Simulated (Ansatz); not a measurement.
# ZnS: band-structure calculation (part 2 of 2)

Continued. System: ZnS (P6₃mc, 4 atoms in the cell). Method: DFT, HSE06, plane waves, PAW, no spin polarisation (Ansatz 0.2.0); cutoff 420 eV, 6×6×4 k-mesh, fixed occupations. The structure was built on a prototype by a generator. The geometry comes from this level: r2SCAN (a point of a series of strains).

File bands.tsv
```
# k_distance	band_0	band_1	band_2	band_3	band_4	band_5	band_6	band_7	band_8	band_9	band_10	band_11	band_12	band_13	band_14	band_15	band_16	band_17	band_18	band_19	band_20	band_21	band_22
# fermi_ev = 5.174190
# lock_threshold_ev = 1e-6
# [0, 0, 0] at k_distance = 0.000000
# [0.5, 0, 0] at k_distance = 0.953264
# [0.3333333333, 0.3333333333, 0] at k_distance = 1.503631
# [0, 0, 0.5] at k_distance = 2.713905
# [0.5, 0, 0.5] at k_distance = 3.667169
# [0.3333333333, 0.3333333333, 0.5] at k_distance = 4.217536
# levels_relative_to = fermi_ev
# free_energy_ev = -8446.792854
# largest_residual_norms_ev = 2.934e-4 3.286e-4 2.301e-3 1.393e-3 1.338e-3 1.885e-3 1.975e-3 1.966e-3 2.376e-3 2.547e-3 1.922e-3 1.486e-3 6.860e-4 9.178e-4 9.232e-4 1.187e-3 6.687e-4 7.981e-4 1.460e-3 1.002e-3 1.343e-3 1.673e-3 1.892e-3
0.000000	-14.399493	-13.395198	-7.940631	-7.926862	-7.926862	-7.848931	-7.848931	-7.531788	-7.531788	-7.463435	-7.463435	-7.260249	-5.679858	-0.954814	-0.954814	-0.084458	0.000000	0.000000	3.443936	4.347721	7.591812	7.591812	7.858711
0.953264	-13.406442	-13.064863	-7.868485	-7.828142	-7.679849	-7.664143	-7.659178	-7.591228	-7.476091	-7.429946	-7.284009	-7.208177	-5.258048	-4.430373	-3.495697	-2.377900	-1.797723	-0.943880	4.782919	5.549460	6.171624	8.158982	8.874105
1.503631	-13.149852	-13.149852	-7.888502	-7.719860	-7.719860	-7.640952	-7.559225	-7.559225	-7.528699	-7.489542	-7.153737	-7.153737	-4.571689	-4.571689	-4.117355	-2.494957	-2.494957	-2.267801	5.259427	7.410682	7.410682	9.018324	9.265657
2.713905	-13.936911	-13.936911	-7.894272	-7.894272	-7.894272	-7.894272	-7.840313	-7.840313	-7.492726	-7.492726	-7.492726	-7.492726	-3.109246	-3.109246	-0.499014	-0.499014	-0.499014	-0.499014	4.840479	4.840479	8.046438	8.046438	8.046438
3.667169	-13.224431	-13.224431	-7.849879	-7.849879	-7.742232	-7.742232	-7.601389	-7.601389	-7.461604	-7.461604	-7.242769	-7.242769	-5.311396	-5.311396	-1.736540	-1.736540	-1.718643	-1.718643	4.684472	4.684472	6.408418	6.408418	10.198491
4.217536	-13.132505	-13.132505	-7.778112	-7.778112	-7.760898	-7.760898	-7.557641	-7.557641	-7.531911	-7.531911	-7.113918	-7.113918	-5.097816	-5.097816	-3.288947	-3.288947	-1.431370	-1.431370	5.750761	5.750761	7.461977	7.461977	8.833280
```

File rho_z.tsv
```
# z_ang	rho[e/angstrom^3]
# format = ansatz-planar-average/11
# lattice	3.805450851	0.000000000	0.000000000
# lattice	-1.902725426	3.295617110	0.000000000
# lattice	0.000000000	0.000000000	6.243993100
# sites	4
# site	30	0.000000000	2.197078073	0.002111261
# site	30	1.902725426	1.098539037	3.124107811
# site	16	0.000000000	2.197078073	2.339386152
# site	16	1.902725426	1.098539037	5.461382702
0.000000	1.433203e0
0.138755	1.190111e0
0.277511	7.506263e-1
0.416266	4.101331e-1
0.555022	2.321690e-1
0.693777	1.496680e-1
0.832532	1.103807e-1
0.971288	9.538455e-2
1.110043	9.693778e-2
1.248799	1.111309e-1
1.387554	1.369707e-1
1.526309	1.740152e-1
1.665065	2.188832e-1
1.803820	2.642050e-1
1.942576	3.020088e-1
2.081331	3.310022e-1
2.220086	3.596792e-1
2.358842	4.001842e-1
2.497597	4.610568e-1
2.636353	5.640115e-1
2.775108	7.680780e-1
2.913863	1.104613e0
3.052619	1.401436e0
3.191374	1.357341e0
3.330130	9.724533e-1
3.468885	5.584087e-1
3.607640	3.044085e-1
3.746396	1.832556e-1
3.885151	1.263026e-1
4.023907	1.004163e-1
4.162662	9.443134e-2
4.301417	1.025581e-1
4.440173	1.226002e-1
4.578928	1.541968e-1
4.717684	1.958579e-1
4.856439	2.420451e-1
4.995194	2.843690e-1
5.133950	3.172743e-1
5.272705	3.445787e-1
5.411461	3.778556e-1
5.550216	4.274436e-1
5.688971	5.044409e-1
5.827727	6.488958e-1
5.966482	9.240487e-1
6.105238	1.278511e0
```

File v_z.tsv
```
# z_ang	v_es[eV]	v_tot[eV]
# format = ansatz-planar-average/11
# xc	hse06
# density_cutoff_ev	1680
# datasets	Zn=:simpson_from_first_knot:soft:fock:shift=0	S=:simpson_from_first_knot:soft:fock:shift=0
# lattice	3.805450851	0.000000000	0.000000000
# lattice	-1.902725426	3.295617110	0.000000000
# lattice	0.000000000	0.000000000	6.243993100
# sites	4
# site	30	0.000000000	2.197078073	0.002111261
# site	30	1.902725426	1.098539037	3.124107811
# site	16	0.000000000	2.197078073	2.339386152
# site	16	1.902725426	1.098539037	5.461382702
0.000000	-5.272627e-1	-1.028730e1
0.138755	6.652735e-1	-8.607821e0
0.277511	1.894865e0	-6.718681e0
0.416266	3.283715e0	-4.526129e0
0.555022	4.800049e0	-2.145871e0
0.693777	6.376908e0	2.094656e-1
0.832532	7.836728e0	2.089127e0
0.971288	8.849852e0	3.128966e0
1.110043	9.295170e0	3.498279e0
1.248799	9.379668e0	3.474257e0
1.387554	9.092732e0	2.971268e0
1.526309	8.257740e0	1.736230e0
1.665065	6.773690e0	-2.713680e-1
1.803820	4.936032e0	-2.625613e0
1.942576	3.245858e0	-4.834007e0
2.081331	1.986615e0	-6.636929e0
2.220086	8.767106e-1	-8.238083e0
2.358842	-3.951997e-1	-9.874013e0
2.497597	-1.636162e0	-1.141240e1
2.636353	-2.519989e0	-1.251850e1
2.775108	-2.761502e0	-1.287115e1
2.913863	-2.222254e0	-1.232803e1
3.052619	-1.136475e0	-1.106507e1
3.191374	7.467475e-2	-9.465097e0
3.330130	1.263912e0	-7.699937e0
3.468885	2.569420e0	-5.656329e0
3.607640	4.029345e0	-3.349396e0
3.746396	5.587863e0	-9.429804e-1
3.885151	7.140026e0	1.242084e0
4.023907	8.418520e0	2.715313e0
4.162662	9.131114e0	3.373181e0
4.301417	9.375466e0	3.532926e0
4.440173	9.292727e0	3.298056e0
4.578928	8.755843e0	2.458839e0
4.717684	7.589013e0	8.104321e-1
4.856439	5.867065e0	-1.439304e0
4.995194	4.044484e0	-3.772927e0
5.133950	2.566680e0	-5.783948e0
5.272705	1.444366e0	-7.439422e0
5.411461	2.576191e-1	-9.052724e0
5.550216	-1.040931e0	-1.067390e1
5.688971	-2.141510e0	-1.204247e1
5.827727	-2.736247e0	-1.280349e1
5.966482	-2.584532e0	-1.270935e1
6.105238	-1.719699e0	-1.176261e1
```

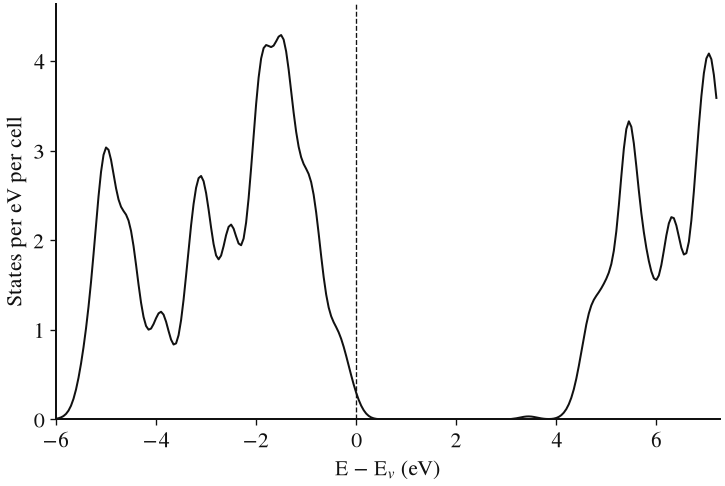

Figure 1. Density of states (the curve is built from the levels of the k mesh with Gaussians 0.4 eV wide, which also blur the band edges), with energies from the valence-band top. There is a gap of 3.44 eV on the k-point mesh. Small ripples come from the finite k-point mesh.

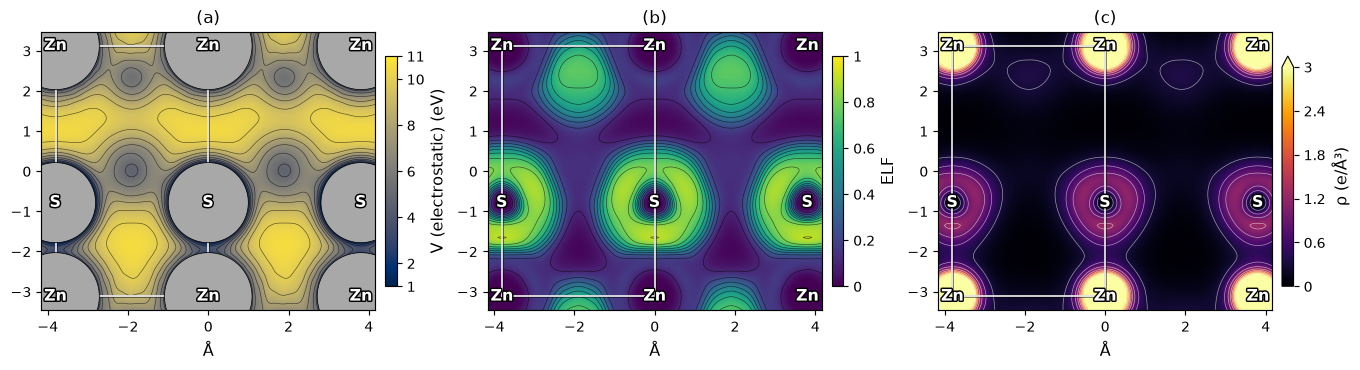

Figure 2. (a) electrostatic potential energy of an electron; (b) ELF; (c) valence electron density on the (100) plane of the conventional cell. Grey discs, where drawn, cover atomic cores. Atoms in the plane: Zn and S. Zn–S (2.34 Å): ρ at the midpoint is about 0.5 e/Å³; the ELF is about 0.55 at the midpoint. Away from the nuclei the density in this plane falls to 0.03 e/Å³ at its lowest. Outside the cores the potential energy rises away from the atoms and is highest about 2.1 Å from the nearest atoms; outside the discs it spans about 9 eV, and its zero is arbitrary. The fields are those of the smooth PAW valence density.

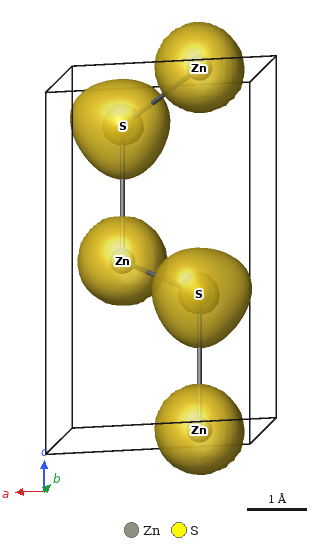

Figure 3. Isosurface of the valence pseudo-density at 0.8 e/Å³ (yellow), seen at an oblique angle. Sticks mark near contacts. The outline is the cell set on symmetry axes. At this value the density breaks into separate islands; it holds about 60 % of the electrons treated as valence. It is pinched off along the Zn–S (2.33 Å) contacts. On the grid the lowest density along these lines, outside the cores, is 0.47 e/Å³ (Zn–S, 2.33 Å).

This output came from the following input.

The input
```yaml
crystal:
  lattice:
    - [3.8054508512, 0.0, 0.0]
    - [-1.9027254256, 3.29561711, 0.0]
    - [0.0, 0.0, 6.2439931002]
  atoms:
    - { symbol: Zn, position: [0.3333333333, 0.6666666667, 0.0003381267] }
    - { symbol: Zn, position: [0.6666666667, 0.3333333333, 0.5003381267] }
    - { symbol: S, position: [0.3333333333, 0.6666666667, 0.3746618733] }
    - { symbol: S, position: [0.6666666667, 0.3333333333, 0.8746618733] }
kpoints:
  mp_grid: { grid: [6, 6, 4] }
  band_path:
    path:
      - [0.0, 0.0, 0.0]
      - [0.5, 0.0, 0.0]
      - [0.3333333333, 0.3333333333, 0.0]
      - [0.0, 0.0, 0.5]
      - [0.5, 0.0, 0.5]
      - [0.3333333333, 0.3333333333, 0.5]
    npoints: 1
hamiltonian:
  xc: hse06
scf:
  occupations: { method: fixed }
  n_extra_bands: 5
output:
  forces: true
  stress: true
  eigenvalues: true
  write_density: true
  write_potential: true
  elf: true
  volumetric_format: npy
```

Launch command:
```bash
ansatz run input.yaml --threads 4 --pin off --max-ram 4608MiB --backend cpu --events-out ev --progress --plain --runs-dir out
```

Summary

```json
{"quantity": "outcome", "value": "converged"}
{"quantity": "space group (tolerance 0.01 Å)", "value": "P6₃mc (186)"}
{"quantity": "electrons treated", "value": "36"}
{"quantity": "free energy", "value": "−8446.7929 eV"}
{"quantity": "Fermi energy", "value": "5.174 eV"}
{"quantity": "gap on the k-point mesh", "value": "3.44 eV"}
{"quantity": "pressure", "value": "1.60 GPa"}
{"quantity": "largest force (length of the vector)", "value": "0.002 eV/Å"}
{"quantity": "hardware", "value": "4 threads of Intel Xeon @ 2.70GHz, 189 GiB of memory available, shared host"}
{"quantity": "wall time", "value": "1.8 min (CPU time 5.9 min)"}
{"quantity": "peak memory", "value": "1.8 GiB"}
```

Notes

Warnings of the run: the exchange loop's threshold is looser than advised for the stress; the SCF threshold is looser than advised for the printed stress.
